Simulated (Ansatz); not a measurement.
**C₇HSi₆: geometry relaxation (part 1 of 3)**

The run: geometry relaxation of C₇HSi₆ (slab, 28 atoms in the cell). Method and program: DFT PBE+D3(BJ), scalar-relativistic, plane waves, PAW, no spin polarisation (Ansatz 0.2.0).

The structure derives from an entry of the Crystallography Open Database. The input holds or restrains some coordinates. It belongs to a series of runs on one base structure; here: 1 C2H2 a cell, tilted, over a bridge C-Si site.

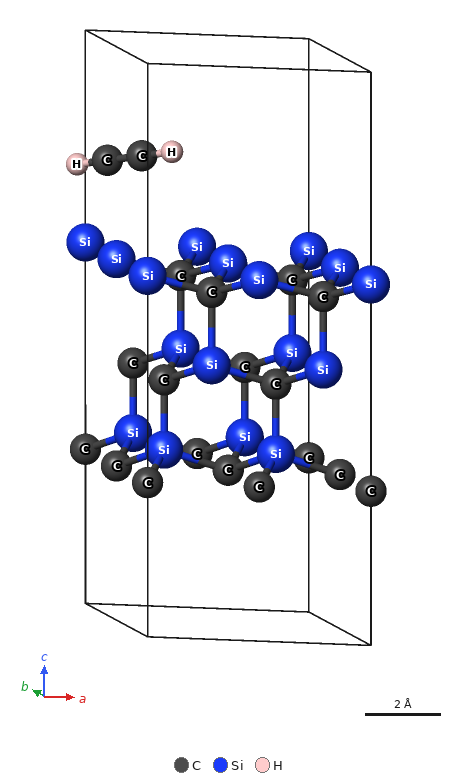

Figure 1. The starting structure (ball-and-stick view of the cell of the calculation, with the vacuum cut short, seen slightly off an axis).

The input:
```yaml
crystal:
  lattice:
    - [6.1499993378, 0.0, 0.0]
    - [-3.0749996689, 5.3260556598, 0.0]
    - [0.0, 0.0, 24.296935111]
  atoms:
    - { symbol: C, position: [0.5, 0.0, 0.3292596356] }
    - { symbol: C, position: [0.5, 0.5, 0.3292596356] }
    - { symbol: C, position: [0.0, 0.0, 0.3292596356] }
    - { symbol: C, position: [0.0, 0.5, 0.3292596356] }
    - { symbol: Si, position: [0.1666666667, 0.8333333333, 0.3550934157] }
    - { symbol: Si, position: [0.1666666667, 0.3333333333, 0.3550934157] }
    - { symbol: Si, position: [0.6666666667, 0.8333333333, 0.3550934157] }
    - { symbol: Si, position: [0.6666666667, 0.3333333333, 0.3550934157] }
    - { symbol: C, position: [0.6666666667, 0.8333333333, 0.432594756] }
    - { symbol: C, position: [0.6666666667, 0.3333333333, 0.432594756] }
    - { symbol: C, position: [0.1666666667, 0.8333333333, 0.432594756] }
    - { symbol: C, position: [0.1666666667, 0.3333333333, 0.432594756] }
    - { symbol: Si, position: [0.3333333333, 0.6666666667, 0.4565523175] }
    - { symbol: Si, position: [0.3333333333, 0.1666666667, 0.4565523175] }
    - { symbol: Si, position: [0.8333333333, 0.6666666667, 0.4565523175] }
    - { symbol: Si, position: [0.8333333333, 0.1666666667, 0.4565523175] }
    - { symbol: C, position: [0.8333333333, 0.6666666667, 0.5375246751] }
    - { symbol: C, position: [0.8333333333, 0.1666666667, 0.5375246751] }
    - { symbol: C, position: [0.3333333333, 0.6666666667, 0.5375246751] }
    - { symbol: C, position: [0.3333333333, 0.1666666667, 0.5375246751] }
    - { symbol: Si, position: [0.5, 0.5, 0.5588389726] }
    - { symbol: Si, position: [0.5, 0.0, 0.5588389726] }
    - { symbol: Si, position: [0.0, 0.5, 0.5588389726] }
    - { symbol: Si, position: [0.0, 0.0, 0.5588389726] }
    - { symbol: C, position: [1.0291484283, 0.75172953, 0.6595265692] }
    - { symbol: C, position: [1.1572602496, 0.65881165, 0.669198571] }
    - { symbol: H, position: [0.9166666667, 0.8333333333, 0.6510316706] }
    - { symbol: H, position: [1.2697607689, 0.5772165162, 0.6776934695] }
basis:
  ecutwfc: 420
kpoints:
  mp_grid: { grid: [3, 3, 1] }
hamiltonian:
  xc: pbe
  dispersion: d3bj
scf:
  occupations: { method: gaussian, width: 0.05 }
output:
  forces: true
  eigenvalues: true
  write_density: true
  write_potential: true
  elf: true
  volumetric_format: npy
relax:
  adjacent_minimum: "off"
  f_tol: 0.04
  max_steps: 100
  constraints: [{ sites: [0, 1, 2, 3, 4, 5, 6, 7, 8, 9, 10, 11] }]
efield:
  axis: 3
  dipole_correction: true
  ramp_width: 0.04
```

Run on 2 threads of Arm Neoverse V1, 24 GiB of memory available, shared host.

Run as:
```bash
ansatz run input.yaml --threads 2 --pin off --max-ram 5120MiB --backend cpu --events-out ev --progress --plain --runs-dir out
```

The program's output:
```
Engine: ansatz 0.2.0, aarch64-unknown-linux-gnu
Pseudopotentials: kind: paw
Pseudopotential: C, paw, valence charge 4, recommended cutoff 420 eV (normal), C.paw.azcp
Pseudopotential: Si, paw, valence charge 4, recommended cutoff 420 eV (normal), Si.paw.azcp
Pseudopotential: H, paw, valence charge 1, recommended cutoff 420 eV (normal), H.paw.azcp
Functional definition: PBE
  parameter kappa = 0.804
  parameter beta = 0.06672455060314922
  exchange = pbe_x(kappa = kappa, mu = beta*pi^2/3)
  correlation = pbe_c(beta = beta)
Crystal: 28 atoms, lattice volume = 795.852 Å³
Basis set: ecut = 420 eV, 15555 PW (Γ), exchange–correlation on 90×90×360 points (8 copies of the dense FFT grid, shifted against one another)
Bands: 81, of which v1, the nominal top of the filled ones, is band 53 counted from 1 (52 counted from 0)
Symmetry: 1 space group operations
Space group: P1 (ITA 1), of the structure as read, at distance tolerance 9.3e-5 Å
k-points: 5 of 9 (time reversal used)
Non-local potential: C, projectors of the file, l = 0: 2, l = 1: 2, l = 2: 1
Non-local potential: Si, projectors of the file, l = 0: 2, l = 1: 2, l = 2: 2
Non-local potential: H, projectors of the file, l = 0: 2, l = 1: 1
PAW form: soft (Blöchl's): semilocal exchange-correlation on the pseudo side does not see the compensation charge
PAW one-centre angular grid: C, 110 points (default); XC on 64 Gauss nodes
PAW one-centre angular grid: Si, 110 points (default); XC on 64 Gauss nodes
PAW one-centre angular grid: H, 110 points (default); XC on 64 Gauss nodes
Initial density: superposition of atomic densities (neutral atoms: chi_scale 0, normalization atom), corrected by the library's trained network
Initial wavefunctions: pseudopotential atomic-orbital guess
Functional: x = pbe(κ = 0.804, μ = 0.2195149727645171), c = pbe(β = 0.06672455060314922)
SCF iter   1: F=—  HF=-11167.391649 eV  |F-HF|=—  |Δ(HF+E_count)|=         —  Δρ=7.78e-3  dr2=6.12e0  ethr=1.77e-3  p=0.599 e·Å  D=1.36e-1 V/Å  ΔV_dip=-3.31 eV  dr2_dipole=2.05e0  V_vac-E_F(+/−)=4.09/7.40 eV  ⟨swp⟩=8.0  Hψ=2332  notcnv=0  defer=65
efield: sawtooth ramp at fractional position 0.9835 (placed from the atoms, in the widest stretch of the axis that holds none; the zero of the levels goes with the place), width 0.0400; the density the first Hamiltonian is built on has a dipole p = 0.599 e·Å; the dipole correction subtracts the counter field D = 1.36e-1 V/Å, which shifts the + side's vacuum level by -3.31 eV against the − side's; the planar-averaged density in the ramp window peaks in size at 5.2e-5 e/Å³
preconditioner: auto → LDOS  [insulator: Δε(μ)=0.118 eV  Ē_g=10.827 eV  σ=0.050 eV  W_gap=0.68  n_scr=92 (ndim 8)  ℏωp=13.6 eV  f_vac=0.563  D(μ)=9.03/eV (n_scr^D=52)  ε∞_Penn≈2.6  β→1.0]
SCF iter   2: F=—  HF=-11168.047786 eV  |F-HF|=—  |Δ(HF+E_count)|=   6.56e-1  Δρ=1.99e-2  dr2=5.61e1  ethr=1.77e-3  p=0.541 e·Å  D=1.23e-1 V/Å  ΔV_dip=-2.99 eV  dr2_dipole=2.30e1  V_vac-E_F(+/−)=3.77/6.76 eV  ⟨swp⟩=3.2  Hψ=684  notcnv=0  defer=106  recentre
SCF iter   3: F=—  HF=-11167.236779 eV  |F-HF|=—  |Δ(HF+E_count)|=   8.11e-1  Δρ=4.36e-3  dr2=1.95e0  ethr=1.77e-3  p=0.602 e·Å  D=1.37e-1 V/Å  ΔV_dip=-3.33 eV  dr2_dipole=6.73e-1  V_vac-E_F(+/−)=3.80/7.13 eV  ⟨swp⟩=2.8  Hψ=438  notcnv=0  defer=106
SCF iter   4: F=—  HF=-11167.189351 eV  |F-HF|=—  |Δ(HF+E_count)|=   4.74e-2  Δρ=1.36e-3  dr2=1.64e-1  ethr=1.77e-3  p=0.598 e·Å  D=1.36e-1 V/Å  ΔV_dip=-3.30 eV  dr2_dipole=6.26e-2  V_vac-E_F(+/−)=3.49/6.79 eV  ⟨swp⟩=1.2  Hψ=472  notcnv=0  defer=95
SCF iter   5: F=—  HF=-11167.184936 eV  |F-HF|=—  |Δ(HF+E_count)|=   4.41e-3  Δρ=4.27e-4  dr2=3.41e-3  ethr=1.54e-4  p=0.592 e·Å  D=1.35e-1 V/Å  ΔV_dip=-3.27 eV  dr2_dipole=1.18e-4  V_vac-E_F(+/−)=3.49/6.76 eV  ⟨swp⟩=2.0  Hψ=309  notcnv=0  defer=105
SCF iter   6: F=—  HF=-11167.184661 eV  |F-HF|=—  |Δ(HF+E_count)|=   2.75e-4  Δρ=2.17e-4  dr2=1.26e-3  ethr=3.22e-6  p=0.591 e·Å  D=1.34e-1 V/Å  ΔV_dip=-3.26 eV  dr2_dipole=9.18e-5  V_vac-E_F(+/−)=3.47/6.74 eV  ⟨swp⟩=2.0  Hψ=582  notcnv=0  defer=105
SCF iter   7: F=—  HF=-11167.184625 eV  |F-HF|=—  |Δ(HF+E_count)|=   3.61e-5  Δρ=1.26e-4  dr2=5.05e-4  ethr=1.19e-6  p=0.590 e·Å  D=1.34e-1 V/Å  ΔV_dip=-3.26 eV  dr2_dipole=1.72e-4  V_vac-E_F(+/−)=3.48/6.73 eV  ⟨swp⟩=1.8  Hψ=328  notcnv=0  defer=105
SCF iter   8: F=—  HF=-11167.184637 eV  |F-HF|=—  |Δ(HF+E_count)|=   1.17e-5  Δρ=9.19e-5  dr2=4.18e-4  ethr=4.76e-7  p=0.589 e·Å  D=1.34e-1 V/Å  ΔV_dip=-3.25 eV  dr2_dipole=1.57e-4  V_vac-E_F(+/−)=3.48/6.73 eV  ⟨swp⟩=1.2  Hψ=301  notcnv=0  defer=105
SCF iter   9: F=—  HF=-11167.184642 eV  |F-HF|=—  |Δ(HF+E_count)|=   5.45e-6  Δρ=5.91e-5  dr2=1.93e-4  ethr=3.94e-7  p=0.588 e·Å  D=1.34e-1 V/Å  ΔV_dip=-3.25 eV  dr2_dipole=7.09e-5  V_vac-E_F(+/−)=3.48/6.73 eV  ⟨swp⟩=1.0  Hψ=300  notcnv=0  defer=105
SCF iter  10: F=-11167.184630 eV  HF=-11167.184644 eV  |F-HF|=1.46e-5  |Δ(HF+E_count)|=   2.17e-6  Δρ=2.81e-5  dr2=1.72e-5  ethr=3.77e-8  p=0.587 e·Å  D=1.33e-1 V/Å  ΔV_dip=-3.24 eV  dr2_dipole=4.69e-6  V_vac-E_F(+/−)=3.48/6.73 eV  ⟨swp⟩=40.2  Hψ=5812  notcnv=0
SCF 1 converged in 10 iterations: F = -11167.184630 eV  dr2 = 1.72e-5
  greatest PAW one-centre occupation: 0.705 electrons in one spin orbital (limit 2), on the C atom at site 24 (counted from 0), in its partial waves of l = 0
relax step   1: F+E_penalty+E_count = -11167.18462964 eV  Δ(F+E_penalty+E_count) = +0.000e0 eV  max|allowed force component| = 7.833e-1 eV/Å  Δτ_max = 0.0000 Å  (10 SCF iters, dr2 threshold 4.00e-5 eV, accepted)
Initial density: handed on by an earlier stage of this run
Initial wavefunctions: those handed on with the density
iter 1 solved again at ethr=4.40e-4 eV; its pass at ethr=3.10e-3 eV (dr2=4.67e-1 eV) is discarded
SCF iter   1: F=—  HF=-11167.389734 eV  |F-HF|=—  |Δ(HF+E_count)|=         —  Δρ=7.07e-3  dr2=4.73e-1  ethr=4.40e-4  p=0.587 e·Å  D=1.33e-1 V/Å  ΔV_dip=-3.24 eV  dr2_dipole=1.17e-1  V_vac-E_F(+/−)=3.48/6.73 eV  ⟨swp⟩=1.6  Hψ=1603  notcnv=0  defer=102
efield: sawtooth ramp at fractional position 0.9835 (handed on by an earlier solve), width 0.0400; the density the first Hamiltonian is built on has a dipole p = 0.587 e·Å; the dipole correction subtracts the counter field D = 1.33e-1 V/Å, which shifts the + side's vacuum level by -3.24 eV against the − side's; the planar-averaged density in the ramp window peaks in size at 3.4e-7 e/Å³
preconditioner: auto → LDOS  [insulator: Δε(μ)=0.101 eV  Ē_g=10.713 eV  σ=0.050 eV  W_gap=0.77  n_scr=92 (ndim 8)  ℏωp=13.6 eV  f_vac=0.562  D(μ)=10.48/eV (n_scr^D=52)  ε∞_Penn≈2.6  β→1.0]
SCF iter   2: F=—  HF=-11167.630536 eV  |F-HF|=—  |Δ(HF+E_count)|=   2.41e-1  Δρ=1.11e-2  dr2=1.27e1  ethr=4.40e-4  p=0.450 e·Å  D=1.02e-1 V/Å  ΔV_dip=-2.49 eV  dr2_dipole=5.41e0  V_vac-E_F(+/−)=4.19/6.68 eV  ⟨swp⟩=3.6  Hψ=626  notcnv=0  defer=102  recentre
SCF iter   3: F=—  HF=-11167.347743 eV  |F-HF|=—  |Δ(HF+E_count)|=   2.83e-1  Δρ=3.78e-3  dr2=4.12e-1  ethr=4.40e-4  p=0.572 e·Å  D=1.30e-1 V/Å  ΔV_dip=-3.16 eV  dr2_dipole=1.68e-1  V_vac-E_F(+/−)=3.57/6.73 eV  ⟨swp⟩=3.0  Hψ=702  notcnv=0  defer=107
SCF iter   4: F=—  HF=-11167.342343 eV  |F-HF|=—  |Δ(HF+E_count)|=   5.40e-3  Δρ=1.24e-3  dr2=2.94e-2  ethr=3.88e-4  p=0.557 e·Å  D=1.27e-1 V/Å  ΔV_dip=-3.08 eV  dr2_dipole=2.43e-4  V_vac-E_F(+/−)=3.64/6.72 eV  ⟨swp⟩=1.6  Hψ=369  notcnv=0  defer=108
SCF iter   5: F=—  HF=-11167.338104 eV  |F-HF|=—  |Δ(HF+E_count)|=   4.24e-3  Δρ=4.64e-4  dr2=1.33e-2  ethr=2.77e-5  p=0.559 e·Å  D=1.27e-1 V/Å  ΔV_dip=-3.09 eV  dr2_dipole=5.21e-3  V_vac-E_F(+/−)=3.63/6.72 eV  ⟨swp⟩=2.0  Hψ=586  notcnv=0  defer=109
SCF iter   6: F=—  HF=-11167.337866 eV  |F-HF|=—  |Δ(HF+E_count)|=   2.38e-4  Δρ=1.62e-4  dr2=1.29e-3  ethr=1.26e-5  p=0.559 e·Å  D=1.27e-1 V/Å  ΔV_dip=-3.09 eV  dr2_dipole=4.98e-4  V_vac-E_F(+/−)=3.64/6.72 eV  ⟨swp⟩=1.4  Hψ=319  notcnv=0  defer=109
SCF iter   7: F=—  HF=-11167.337844 eV  |F-HF|=—  |Δ(HF+E_count)|=   2.22e-5  Δρ=9.27e-5  dr2=4.37e-4  ethr=1.22e-6  p=0.558 e·Å  D=1.27e-1 V/Å  ΔV_dip=-3.08 eV  dr2_dipole=1.70e-4  V_vac-E_F(+/−)=3.64/6.72 eV  ⟨swp⟩=2.0  Hψ=471  notcnv=0  defer=109
SCF iter   8: F=—  HF=-11167.337839 eV  |F-HF|=—  |Δ(HF+E_count)|=   4.97e-6  Δρ=5.77e-5  dr2=1.53e-4  ethr=4.12e-7  p=0.558 e·Å  D=1.27e-1 V/Å  ΔV_dip=-3.08 eV  dr2_dipole=5.54e-5  V_vac-E_F(+/−)=3.64/6.72 eV  ⟨swp⟩=1.2  Hψ=297  notcnv=0  defer=109
SCF iter   9: F=—  HF=-11167.337840 eV  |F-HF|=—  |Δ(HF+E_count)|=   8.41e-7  Δρ=3.37e-5  dr2=4.30e-5  ethr=1.44e-7  p=0.557 e·Å  D=1.27e-1 V/Å  ΔV_dip=-3.08 eV  dr2_dipole=1.43e-5  V_vac-E_F(+/−)=3.64/6.72 eV  ⟨swp⟩=1.2  Hψ=298  notcnv=0  defer=109
SCF iter  10: F=-11167.337835 eV  HF=-11167.337844 eV  |F-HF|=8.87e-6  |Δ(HF+E_count)|=   3.67e-6  Δρ=1.39e-5  dr2=7.97e-6  ethr=3.62e-8  p=0.558 e·Å  D=1.27e-1 V/Å  ΔV_dip=-3.08 eV  dr2_dipole=3.09e-6  V_vac-E_F(+/−)=3.64/6.72 eV  ⟨swp⟩=31.6  Hψ=4703  notcnv=0
SCF 2 converged in 10 iterations: F = -11167.337835 eV  dr2 = 7.97e-6
  greatest PAW one-centre occupation: 0.697 electrons in one spin orbital (limit 2), on the C atom at site 24 (counted from 0), in its partial waves of l = 0
relax step   2: F+E_penalty+E_count = -11167.33783466 eV  Δ(F+E_penalty+E_count) = -1.532e-1 eV  max|allowed force component| = 6.095e-1 eV/Å  Δτ_max = 0.1961 Å  (10 SCF iters, dr2 threshold 3.83e-5 eV, accepted)
[... from here on the SCF iterations and repeated set-up lines of each step are left out, up to the last step ...]
SCF 3 converged in 10 iterations: F = -11167.431445 eV  dr2 = 8.45e-6
relax step   3: F+E_penalty+E_count = -11167.43144517 eV  Δ(F+E_penalty+E_count) = -9.361e-2 eV  max|allowed force component| = 1.241e0 eV/Å  Δτ_max = 0.1952 Å  (10 SCF iters, dr2 threshold 2.32e-5 eV, accepted)
SCF 4 converged in 9 iterations: F = -11167.520194 eV  dr2 = 2.84e-5
relax step   4: F+E_penalty+E_count = -11167.52019359 eV  Δ(F+E_penalty+E_count) = -8.875e-2 eV  max|allowed force component| = 1.090e0 eV/Å  Δτ_max = 0.1950 Å  (9 SCF iters, dr2 threshold 1.00e-4 eV, accepted)
SCF 5 converged in 9 iterations: F = -11167.613865 eV  dr2 = 1.29e-5
relax step   5: F+E_penalty+E_count = -11167.61386462 eV  Δ(F+E_penalty+E_count) = -9.367e-2 eV  max|allowed force component| = 7.288e-1 eV/Å  Δτ_max = 0.1950 Å  (9 SCF iters, dr2 threshold 1.00e-4 eV, accepted)
SCF 6 converged in 8 iterations: F = -11167.712244 eV  dr2 = 3.02e-5
relax step   6: F+E_penalty+E_count = -11167.71224354 eV  Δ(F+E_penalty+E_count) = -9.838e-2 eV  max|allowed force component| = 7.890e-1 eV/Å  Δτ_max = 0.1936 Å  (8 SCF iters, dr2 threshold 1.00e-4 eV, accepted)
SCF 7 converged in 8 iterations: F = -11167.862473 eV  dr2 = 2.64e-5
relax step   7: F+E_penalty+E_count = -11167.86247340 eV  Δ(F+E_penalty+E_count) = -1.502e-1 eV  max|allowed force component| = 1.176e0 eV/Å  Δτ_max = 0.1994 Å  (8 SCF iters, dr2 threshold 1.00e-4 eV, accepted)
SCF 8 converged in 6 iterations: F = -11168.076829 eV  dr2 = 8.83e-5
relax step   8: F+E_penalty+E_count = -11168.07682897 eV  Δ(F+E_penalty+E_count) = -2.144e-1 eV  max|allowed force component| = 1.249e0 eV/Å  Δτ_max = 0.1989 Å  (6 SCF iters, dr2 threshold 1.00e-4 eV, accepted)
SCF 9 converged in 8 iterations: F = -11168.296835 eV  dr2 = 2.38e-5
relax step   9: F+E_penalty+E_count = -11168.29683454 eV  Δ(F+E_penalty+E_count) = -2.200e-1 eV  max|allowed force component| = 1.591e0 eV/Å  Δτ_max = 0.1939 Å  (8 SCF iters, dr2 threshold 1.00e-4 eV, accepted)
SCF 10 converged in 6 iterations: F = -11168.634491 eV  dr2 = 8.66e-5
relax step  10: F+E_penalty+E_count = -11168.63449066 eV  Δ(F+E_penalty+E_count) = -3.377e-1 eV  max|allowed force component| = 1.746e0 eV/Å  Δτ_max = 0.1945 Å  (6 SCF iters, dr2 threshold 1.00e-4 eV, accepted)
SCF 11 converged in 7 iterations: F = -11169.236167 eV  dr2 = 7.38e-5
relax step  11: F+E_penalty+E_count = -11169.23616747 eV  Δ(F+E_penalty+E_count) = -6.017e-1 eV  max|allowed force component| = 1.890e0 eV/Å  Δτ_max = 0.1954 Å  (7 SCF iters, dr2 threshold 1.00e-4 eV, accepted)
SCF 12 converged in 8 iterations: F = -11169.952506 eV  dr2 = 5.75e-5
relax step  12: F+E_penalty+E_count = -11169.95250562 eV  Δ(F+E_penalty+E_count) = -7.163e-1 eV  max|allowed force component| = 1.847e0 eV/Å  Δτ_max = 0.1955 Å  (8 SCF iters, dr2 threshold 1.00e-4 eV, accepted)
SCF 13 converged in 8 iterations: F = -11170.502188 eV  dr2 = 9.26e-5
relax step  13: F+E_penalty+E_count = -11170.50218766 eV  Δ(F+E_penalty+E_count) = -5.497e-1 eV  max|allowed force component| = 1.030e0 eV/Å  Δτ_max = 0.1950 Å  (8 SCF iters, dr2 threshold 1.00e-4 eV, accepted)
SCF 14 converged in 8 iterations: F = -11170.858396 eV  dr2 = 6.94e-5
relax step  14: F+E_penalty+E_count = -11170.85839565 eV  Δ(F+E_penalty+E_count) = -3.562e-1 eV  max|allowed force component| = 7.141e-1 eV/Å  Δτ_max = 0.1933 Å  (8 SCF iters, dr2 threshold 1.00e-4 eV, accepted)
SCF 15 converged in 9 iterations: F = -11171.108405 eV  dr2 = 4.60e-5
relax step  15: F+E_penalty+E_count = -11171.10840513 eV  Δ(F+E_penalty+E_count) = -2.500e-1 eV  max|allowed force component| = 4.488e-1 eV/Å  Δτ_max = 0.1947 Å  (9 SCF iters, dr2 threshold 1.00e-4 eV, accepted)
SCF 16 converged in 7 iterations: F = -11171.254794 eV  dr2 = 6.17e-5
relax step  16: F+E_penalty+E_count = -11171.25479380 eV  Δ(F+E_penalty+E_count) = -1.464e-1 eV  max|allowed force component| = 2.898e-1 eV/Å  Δτ_max = 0.2000 Å  (7 SCF iters, dr2 threshold 7.96e-5 eV, accepted)
SCF 17 converged in 10 iterations: F = -11171.332063 eV  dr2 = 2.61e-5
relax step  17: F+E_penalty+E_count = -11171.33206334 eV  Δ(F+E_penalty+E_count) = -7.727e-2 eV  max|allowed force component| = 2.025e-1 eV/Å  Δτ_max = 0.2000 Å  (10 SCF iters, dr2 threshold 3.32e-5 eV, accepted)
SCF 18 converged in 7 iterations: F = -11171.338893 eV  dr2 = 1.24e-5
relax step  18: F+E_penalty+E_count = -11171.33889279 eV  Δ(F+E_penalty+E_count) = -6.829e-3 eV  max|allowed force component| = 1.582e-1 eV/Å  Δτ_max = 0.0872 Å  (7 SCF iters, dr2 threshold 1.71e-5 eV, accepted)
SCF 19 converged in 9 iterations: F = -11171.343676 eV  dr2 = 5.64e-6
relax step  19: F+E_penalty+E_count = -11171.34367551 eV  Δ(F+E_penalty+E_count) = -4.783e-3 eV  max|allowed force component| = 9.106e-2 eV/Å  Δτ_max = 0.0686 Å  (9 SCF iters, dr2 threshold 1.22e-5 eV, accepted)
SCF 20 converged in 7 iterations: F = -11171.345814 eV  dr2 = 1.86e-6
relax step  20: F+E_penalty+E_count = -11171.34581437 eV  Δ(F+E_penalty+E_count) = -2.139e-3 eV  max|allowed force component| = 5.256e-2 eV/Å  Δτ_max = 0.0123 Å  (7 SCF iters, dr2 threshold 2.75e-6 eV, accepted)
```
